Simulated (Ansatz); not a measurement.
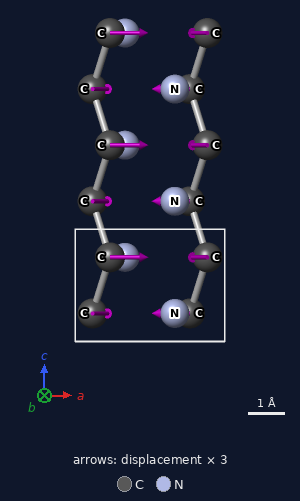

This is a relaxation of crystalline C3N (a generated structure, set up in P6_3/mmc) (coarse preliminary run). The starting structure is drawn; purple arrows show the displacements (the part carried along by the change of the cell is left out), magnified 3 times.

The picture is a ball-and-stick view of the cell of the calculation, repeated 1 × 1 × 3 with one cell outlined, seen along the b axis.

Computed with DFT PBE, scalar-relativistic, plane waves, PAW (Ansatz). Settings: plane-wave cutoff 420 eV; k-point mesh 6 × 6 × 6; occupations gaussian; smearing width 0.1 eV; no spin polarisation; cell and atoms relaxed; force threshold 0.04 eV/Å; at most 70 steps.

Question: What happened in the run?

Answer: Over 12 accepted moves (14 points after the start) the energy falls by 924 meV per atom. Largest force component: 0.25 eV/Å at the start, 0.0097 eV/Å at the end. The pressure goes from −1.84 to −0.03 GPa. At 2 points the geometry stayed and the basis and grid were re-selected for the new cell (energy shift of 0.2 meV per atom at most each time). The largest moves relative to the cell, 0.36 Å, are those of C atoms. N stays in place. Cell: a = b 4.821 → 4.967 Å (+3.0 %), c 3.129 → 2.294 Å (−26.7 %). Volume −22.2 %. Among the contacts that change: C–C 1.683 → 2.353 Å, C–N 2.394 → 1.896 Å, C–C 1.842 → 1.778 Å. Among the angles between lasting bonds that change: C–C–C 116.3° → 80.4°, C–C–C 149.4° → 135.1°. The space group stays P6_3/mmc (No. 194).
